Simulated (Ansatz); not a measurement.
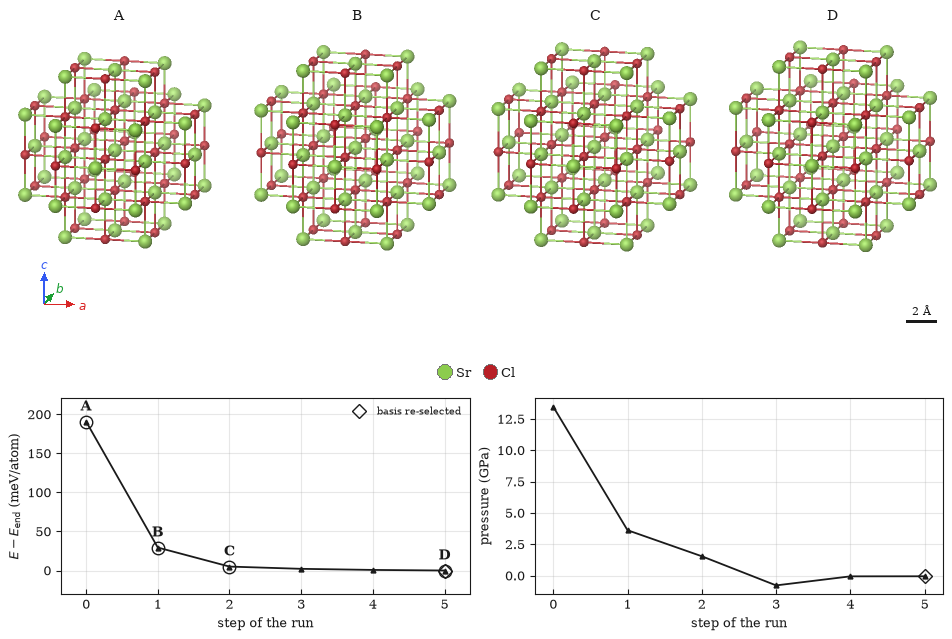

Frames of a relaxation of crystalline SrCl (a generated structure, set up in Fm-3m) (coarse preliminary run), marked on the history of the run. The picture is a ball-and-stick view of the conventional cell (4 times the calculation's cell), seen slightly off an axis. Lengths and directions refer to the drawn axes.

Case: S → Cl, Y → Sr on all its sites, cell and atoms relaxed.

All numbers below come from DFT r2SCAN, scalar-relativistic, plane waves, PAW in Ansatz.

Input
```yaml
crystal:
  lattice:
    - [0.0, 2.7759049313, 2.7759049313]
    - [2.7759049313, 0.0, 2.7759049313]
    - [2.7759049313, 2.7759049313, 0.0]
  atoms:
    - { symbol: Sr, position: [0.5, 0.5, 0.5] }
    - { symbol: Cl, position: [0.0, 0.0, 0.0] }
basis:
  ecutwfc: 500
kpoints:
  mp_grid: { grid: [6, 6, 6] }
hamiltonian:
  xc: r2scan
scf:
  occupations: { method: gaussian, width: 0.1 }
output:
  forces: true
  stress: true
  eigenvalues: true
relax:
  adjacent_minimum: "off"
  f_tol: 0.05
  max_steps: 60
  cell: { stress_tol: 0.5 }
```

Command:
```bash
ansatz run input.yaml --threads 1 --pin off --max-ram 2560MiB --backend cpu --events-out ev --progress --plain --runs-dir out
```

What happens along the run?

No atom moves by more than 0.005 Å relative to the cell. Cell: a = b = c 5.552 → 6.009 Å (+8.2 %). Volume +26.8 %. Near-neighbour distances that change, for instance: Sr1–Cl2 2.776 → 3.004 Å. The space group stays Fm-3m (No. 225). The energy falls by 191 meV per atom in 4 accepted moves (5 points after the start). All forces vanish by symmetry, so only the cell relaxes. The pressure goes from 13.48 to −0.05 GPa. The SCF was repeated once at an unchanged geometry on a basis and grid sized afresh for the cell, which shifted the energy by 0.7 meV per atom at most. Cost: 11 s on 1 thread of Arm Neoverse V2, on a shared host, peak memory 0.43 GiB. From step 0 to 1: volume +15.3 %, energy −161 meV per atom. From step 1 to 2: volume +6.0 %, energy −24.4 meV per atom. From step 2 to 5: volume +3.7 %, energy −5.0 meV per atom.
